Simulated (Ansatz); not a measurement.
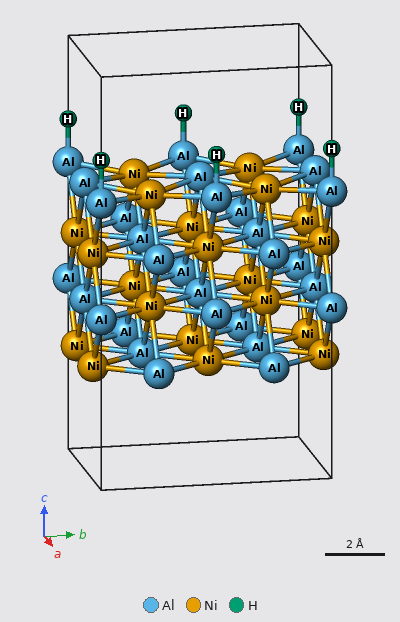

Fig. 1: The structure as given in the input (ball-and-stick view of the 1 × 2 repeat of the cell, with the vacuum cut short, seen slightly off an axis). An atom can appear more than once, as a periodic image.

## Geometry relaxation, with input and output: Al$_{8}$Ni$_{8}$H (part 1 of 3)

- system: Al$_{8}$Ni$_{8}$H (slab, 17 atoms in the cell)
- method: DFT PBE+D3(BJ), scalar-relativistic, plane waves, PAW, no spin polarisation (Ansatz 0.2.0)

The structure derives from an entry of the Crystallography Open Database. The input holds or restrains some coordinates. Forces given for the steps count only the free coordinates.

Input file:
```yaml
crystal:
  lattice:
    - [5.7148460082, 0.0, 0.0]
    - [0.0, 4.0410063658, 0.0]
    - [0.0, 0.0, 25.0615095488]
  atoms:
    - { symbol: Al, position: [0.0, 0.5, 0.3391655233] }
    - { symbol: Al, position: [0.5, 0.5, 0.3391655233] }
    - { symbol: Ni, position: [0.25, 0.0, 0.3391655233] }
    - { symbol: Ni, position: [0.75, 0.0, 0.3391655233] }
    - { symbol: Al, position: [0.0, 0.0, 0.4197872902] }
    - { symbol: Al, position: [0.5, 0.0, 0.4197872902] }
    - { symbol: Ni, position: [0.25, 0.5, 0.4197872902] }
    - { symbol: Ni, position: [0.75, 0.5, 0.4197872902] }
    - { symbol: Al, position: [0.0, 0.5, 0.5007267544] }
    - { symbol: Al, position: [0.5, 0.5, 0.5007267544] }
    - { symbol: Ni, position: [0.25, 0.0, 0.4993807271] }
    - { symbol: Ni, position: [0.75, 0.0, 0.4993807271] }
    - { symbol: Al, position: [0.0, 0.0, 0.5849992913] }
    - { symbol: Al, position: [0.5, 0.0, 0.5849992913] }
    - { symbol: Ni, position: [0.25, 0.5, 0.5777655621] }
    - { symbol: Ni, position: [0.75, 0.5, 0.5777655621] }
    - { symbol: H, position: [0.0, 0.0, 0.6456500672] }
basis:
  ecutwfc: 420
kpoints:
  mp_grid: { grid: [5, 7, 1] }
hamiltonian:
  xc: pbe
  dispersion: d3bj
scf:
  occupations: { method: gaussian, width: 0.1 }
output:
  forces: true
  eigenvalues: true
  write_density: true
  write_potential: true
  elf: true
  volumetric_format: npy
relax:
  adjacent_minimum: "off"
  f_tol: 0.03
  max_steps: 70
  constraints: [{ sites: [0, 1, 2, 3, 4, 5, 6, 7] }]
efield:
  axis: 3
  dipole_correction: true
```

Run as:
```bash
ansatz run input.yaml --threads 2 --pin off --max-ram 5120MiB --backend cpu --events-out ev --progress --plain --runs-dir out
```

The program's output:
```
Engine: ansatz 0.2.0, aarch64-unknown-linux-gnu
Pseudopotentials: kind: paw
Pseudopotential: Al, paw, valence charge 3, recommended cutoff 420 eV (normal), Al.paw.azcp
Pseudopotential: Ni, paw, valence charge 18, recommended cutoff 420 eV (normal), Ni.paw.azcp
Pseudopotential: H, paw, valence charge 1, recommended cutoff 420 eV (normal), H.paw.azcp
Functional definition: PBE
  parameter kappa = 0.804
  parameter beta = 0.06672455060314922
  exchange = pbe_x(kappa = kappa, mu = beta*pi^2/3)
  correlation = pbe_c(beta = beta)
Crystal: 17 atoms, lattice volume = 578.764 Å³
Basis set: ecut = 420 eV, 11373 PW (Γ), exchange–correlation on 80×60×360 points (8 copies of the dense FFT grid, shifted against one another)
Bands: 102, of which v1, the nominal top of the filled ones, is band 85 counted from 1 (84 counted from 0)
Symmetry: 4 space group operations
Space group: Pmm2 (ITA 25), of the structure as read, at distance tolerance 8.3e-5 Å
k-points: 12 of 35
Non-local potential: Al, projectors of the file, l = 0: 2, l = 1: 2, l = 2: 1
Non-local potential: Ni, projectors of the file, l = 0: 3, l = 1: 2, l = 2: 3, l = 3: 1
Non-local potential: H, projectors of the file, l = 0: 2, l = 1: 1
PAW form: soft (Blöchl's): semilocal exchange-correlation on the pseudo side does not see the compensation charge
PAW one-centre angular grid: Al, 110 points (default); XC on 64 Gauss nodes
PAW one-centre angular grid: Ni, 590 points (default); XC on 64 Gauss nodes
PAW one-centre angular grid: H, 110 points (default); XC on 64 Gauss nodes
Initial density: superposition of atomic densities (neutral atoms: chi_scale 0, normalization atom), corrected by the library's trained network
Initial wavefunctions: pseudopotential atomic-orbital guess
Functional: x = pbe(κ = 0.804, μ = 0.2195149727645171), c = pbe(β = 0.06672455060314922)
SCF iter   1: F=—  HF=-51044.137457 eV  |F-HF|=—  |Δ(HF+E_count)|=         —  Δρ=4.28e-3  dr2=4.23e-1  ethr=1.77e-3  p=-0.071 e·Å  D=-2.22e-2 V/Å  ΔV_dip=0.56 eV  dr2_dipole=1.53e-1  V_vac-E_F(+/−)=5.35/4.79 eV  ⟨swp⟩=10.9  Hψ=6272  notcnv=0  defer=19
efield: sawtooth ramp at fractional position 0.9424 (placed from the atoms, in the widest stretch of the axis that holds none; the zero of the levels goes with the place), width 0.1000; the density the first Hamiltonian is built on has a dipole p = -0.071 e·Å; the dipole correction subtracts the counter field D = -2.22e-2 V/Å, which shifts the + side's vacuum level by +0.56 eV against the − side's; the planar-averaged density in the ramp window peaks in size at 3.8e-5 e/Å³
preconditioner: auto → LDOS  [metal: Δε(μ)=0.049 eV  Ē_g=5.933 eV  σ=0.100 eV  W_gap=0.27  n_scr=114 (ndim 8)  ℏωp=15.8 eV  f_vac=0.600  D(μ)=8.42/eV (n_scr^D=36)  β→1.0]
SCF iter   2: F=—  HF=-51044.141469 eV  |F-HF|=—  |Δ(HF+E_count)|=   4.01e-3  Δρ=2.90e-3  dr2=1.59e-1  ethr=2.50e-4  p=-0.000 e·Å  D=-2.35e-5 V/Å  ΔV_dip=0.00 eV  dr2_dipole=7.24e-2  V_vac-E_F(+/−)=4.97/4.97 eV  ⟨swp⟩=2.0  Hψ=2040  notcnv=0  defer=125
SCF iter   3: F=—  HF=-51044.130544 eV  |F-HF|=—  |Δ(HF+E_count)|=   1.09e-2  Δρ=1.76e-3  dr2=1.42e-2  ethr=9.38e-5  p=-0.035 e·Å  D=-1.08e-2 V/Å  ΔV_dip=0.27 eV  dr2_dipole=1.12e-3  V_vac-E_F(+/−)=5.13/4.86 eV  ⟨swp⟩=2.0  Hψ=1666  notcnv=0  defer=125
SCF iter   4: F=—  HF=-51044.130259 eV  |F-HF|=—  |Δ(HF+E_count)|=   2.86e-4  Δρ=6.45e-4  dr2=2.44e-3  ethr=8.42e-6  p=-0.029 e·Å  D=-9.09e-3 V/Å  ΔV_dip=0.23 eV  dr2_dipole=2.62e-4  V_vac-E_F(+/−)=5.11/4.88 eV  ⟨swp⟩=2.2  Hψ=1834  notcnv=0  defer=100
SCF iter   5: F=—  HF=-51044.130340 eV  |F-HF|=—  |Δ(HF+E_count)|=   8.13e-5  Δρ=1.45e-4  dr2=1.66e-4  ethr=1.45e-6  p=-0.028 e·Å  D=-8.70e-3 V/Å  ΔV_dip=0.22 eV  dr2_dipole=2.84e-6  V_vac-E_F(+/−)=5.10/4.89 eV  ⟨swp⟩=2.0  Hψ=1567  notcnv=0  defer=98
SCF iter   6: F=—  HF=-51044.130452 eV  |F-HF|=—  |Δ(HF+E_count)|=   1.12e-4  Δρ=6.48e-5  dr2=1.92e-5  ethr=9.85e-8  p=-0.028 e·Å  D=-8.69e-3 V/Å  ΔV_dip=0.22 eV  dr2_dipole=1.52e-6  V_vac-E_F(+/−)=5.10/4.89 eV  ⟨swp⟩=2.0  Hψ=1596  notcnv=0  defer=98
SCF iter   7: F=-51044.130485 eV  HF=-51044.130483 eV  |F-HF|=2.22e-6  |Δ(HF+E_count)|=   3.10e-5  Δρ=3.39e-5  dr2=6.76e-6  ethr=1.14e-8  p=-0.028 e·Å  D=-8.72e-3 V/Å  ΔV_dip=0.22 eV  dr2_dipole=7.04e-7  V_vac-E_F(+/−)=5.11/4.89 eV  ⟨swp⟩=27.2  Hψ=14548  notcnv=0
SCF 1 converged in 7 iterations: F = -51044.130485 eV  dr2 = 6.76e-6
  greatest PAW one-centre occupation: 1.001 electrons in one spin orbital (limit 2), on the Ni atom at site 15 (counted from 0), in its partial waves of l = 1
relax step   1: F+E_penalty+E_count = -51044.13048482 eV  Δ(F+E_penalty+E_count) = +0.000e0 eV  max|allowed force component| = 1.515e0 eV/Å  Δτ_max = 0.0000 Å  (7 SCF iters, dr2 threshold 2.25e-5 eV, accepted)
Initial density: handed on by an earlier stage of this run
Initial wavefunctions: those handed on with the density
iter 1 solved again at ethr=4.75e-5 eV; its pass at ethr=3.10e-3 eV (dr2=8.02e-2 eV) is discarded
SCF iter   1: F=—  HF=-51044.247367 eV  |F-HF|=—  |Δ(HF+E_count)|=         —  Δρ=2.64e-3  dr2=7.49e-2  ethr=4.75e-5  p=-0.028 e·Å  D=-8.72e-3 V/Å  ΔV_dip=0.22 eV  dr2_dipole=6.03e-3  V_vac-E_F(+/−)=5.10/4.88 eV  ⟨swp⟩=2.1  Hψ=3989  notcnv=0  defer=110
efield: sawtooth ramp at fractional position 0.9424 (handed on by an earlier solve), width 0.1000; the density the first Hamiltonian is built on has a dipole p = -0.028 e·Å; the dipole correction subtracts the counter field D = -8.72e-3 V/Å, which shifts the + side's vacuum level by +0.22 eV against the − side's; the planar-averaged density in the ramp window peaks in size at 6.2e-6 e/Å³
preconditioner: auto → LDOS  [metal: Δε(μ)=0.036 eV  Ē_g=5.959 eV  σ=0.100 eV  W_gap=0.20  n_scr=114 (ndim 8)  ℏωp=15.8 eV  f_vac=0.600  D(μ)=9.09/eV (n_scr^D=44)  β→1.0]
SCF iter   2: F=—  HF=-51044.243763 eV  |F-HF|=—  |Δ(HF+E_count)|=   3.60e-3  Δρ=1.78e-3  dr2=4.42e-2  ethr=4.43e-5  p=-0.034 e·Å  D=-1.07e-2 V/Å  ΔV_dip=0.27 eV  dr2_dipole=1.73e-3  V_vac-E_F(+/−)=5.16/4.89 eV  ⟨swp⟩=2.0  Hψ=1889  notcnv=0  defer=110
SCF iter   3: F=—  HF=-51044.235578 eV  |F-HF|=—  |Δ(HF+E_count)|=   8.18e-3  Δρ=1.07e-3  dr2=6.83e-3  ethr=2.61e-5  p=-0.040 e·Å  D=-1.24e-2 V/Å  ΔV_dip=0.31 eV  dr2_dipole=8.50e-4  V_vac-E_F(+/−)=5.19/4.88 eV  ⟨swp⟩=2.0  Hψ=1824  notcnv=0  defer=115
SCF iter   4: F=—  HF=-51044.234848 eV  |F-HF|=—  |Δ(HF+E_count)|=   7.30e-4  Δρ=3.03e-4  dr2=7.16e-4  ethr=4.04e-6  p=-0.038 e·Å  D=-1.19e-2 V/Å  ΔV_dip=0.30 eV  dr2_dipole=8.69e-5  V_vac-E_F(+/−)=5.18/4.89 eV  ⟨swp⟩=2.1  Hψ=1769  notcnv=0  defer=119
SCF iter   5: F=-51044.234966 eV  HF=-51044.234901 eV  |F-HF|=6.45e-5  |Δ(HF+E_count)|=   5.33e-5  Δρ=9.47e-5  dr2=6.04e-5  ethr=5.92e-8  p=-0.037 e·Å  D=-1.16e-2 V/Å  ΔV_dip=0.29 eV  dr2_dipole=8.07e-6  V_vac-E_F(+/−)=5.18/4.89 eV  ⟨swp⟩=23.8  Hψ=15273  notcnv=0
SCF 2 converged in 5 iterations: F = -51044.234966 eV  dr2 = 6.04e-5
  Residual-converged pass: ⟨swp⟩=1.0  Hψ=1272  notcnv=0  max |occ|·‖R‖ = 7.0e-9 eV (tolerance 1.0e-8 eV)  dr2=6.04e-5  dr2_onsite=6.37e-6  max |Δocc| = 1.2e-11
  greatest PAW one-centre occupation: 1.001 electrons in one spin orbital (limit 2), on the Ni atom at site 14 (counted from 0), in its partial waves of l = 1
relax step   2: F+E_penalty+E_count = -51044.23496564 eV  Δ(F+E_penalty+E_count) = -1.045e-1 eV  max|allowed force component| = 4.665e-1 eV/Å  Δτ_max = 0.0875 Å  (5 SCF iters, dr2 threshold 1.00e-4 eV, accepted)
SCF iter   1: F=—  HF=-51044.279963 eV  |F-HF|=—  |Δ(HF+E_count)|=         —  Δρ=2.63e-3  dr2=8.66e-2  ethr=3.44e-4  p=-0.037 e·Å  D=-1.16e-2 V/Å  ΔV_dip=0.29 eV  dr2_dipole=7.47e-3  V_vac-E_F(+/−)=5.17/4.88 eV  ⟨swp⟩=3.9  Hψ=2549  notcnv=0  defer=107
efield: sawtooth ramp at fractional position 0.9424 (handed on by an earlier solve), width 0.1000; the density the first Hamiltonian is built on has a dipole p = -0.037 e·Å; the dipole correction subtracts the counter field D = -1.16e-2 V/Å, which shifts the + side's vacuum level by +0.29 eV against the − side's; the planar-averaged density in the ramp window peaks in size at 7.9e-6 e/Å³
preconditioner: auto → LDOS  [metal: Δε(μ)=0.017 eV  Ē_g=5.970 eV  σ=0.100 eV  W_gap=0.09  n_scr=114 (ndim 8)  ℏωp=15.8 eV  f_vac=0.599  D(μ)=8.99/eV (n_scr^D=44)  β→1.0]
SCF iter   2: F=—  HF=-51044.275947 eV  |F-HF|=—  |Δ(HF+E_count)|=   4.02e-3  Δρ=2.16e-3  dr2=5.81e-2  ethr=5.13e-5  p=-0.040 e·Å  D=-1.24e-2 V/Å  ΔV_dip=0.31 eV  dr2_dipole=1.53e-3  V_vac-E_F(+/−)=5.20/4.89 eV  ⟨swp⟩=3.0  Hψ=2625  notcnv=0  defer=119
SCF iter   3: F=—  HF=-51044.263740 eV  |F-HF|=—  |Δ(HF+E_count)|=   1.22e-2  Δρ=1.04e-3  dr2=5.40e-3  ethr=3.44e-5  p=-0.044 e·Å  D=-1.39e-2 V/Å  ΔV_dip=0.35 eV  dr2_dipole=4.62e-4  V_vac-E_F(+/−)=5.23/4.88 eV  ⟨swp⟩=2.0  Hψ=1809  notcnv=0  defer=119
SCF iter   4: F=—  HF=-51044.263658 eV  |F-HF|=—  |Δ(HF+E_count)|=   8.22e-5  Δρ=3.60e-4  dr2=6.37e-4  ethr=3.20e-6  p=-0.044 e·Å  D=-1.36e-2 V/Å  ΔV_dip=0.34 eV  dr2_dipole=3.51e-5  V_vac-E_F(+/−)=5.23/4.88 eV  ⟨swp⟩=2.2  Hψ=1732  notcnv=0  defer=118
SCF iter   5: F=—  HF=-51044.263779 eV  |F-HF|=—  |Δ(HF+E_count)|=   1.21e-4  Δρ=7.10e-5  dr2=3.12e-5  ethr=3.77e-7  p=-0.043 e·Å  D=-1.34e-2 V/Å  ΔV_dip=0.34 eV  dr2_dipole=1.25e-6  V_vac-E_F(+/−)=5.22/4.88 eV  ⟨swp⟩=2.0  Hψ=1738  notcnv=0  defer=115
SCF iter   6: F=-51044.263886 eV  HF=-51044.263854 eV  |F-HF|=3.19e-5  |Δ(HF+E_count)|=   7.50e-5  Δρ=3.29e-5  dr2=5.99e-6  ethr=8.05e-9  p=-0.043 e·Å  D=-1.35e-2 V/Å  ΔV_dip=0.34 eV  dr2_dipole=5.06e-7  V_vac-E_F(+/−)=5.22/4.88 eV  ⟨swp⟩=23.8  Hψ=14429  notcnv=0
SCF 3 converged in 6 iterations: F = -51044.263886 eV  dr2 = 5.99e-6
relax step   3: F+E_penalty+E_count = -51044.26388590 eV  Δ(F+E_penalty+E_count) = -2.892e-2 eV  max|allowed force component| = 5.611e-2 eV/Å  Δτ_max = 0.0567 Å  (6 SCF iters, dr2 threshold 1.36e-5 eV, accepted)
```
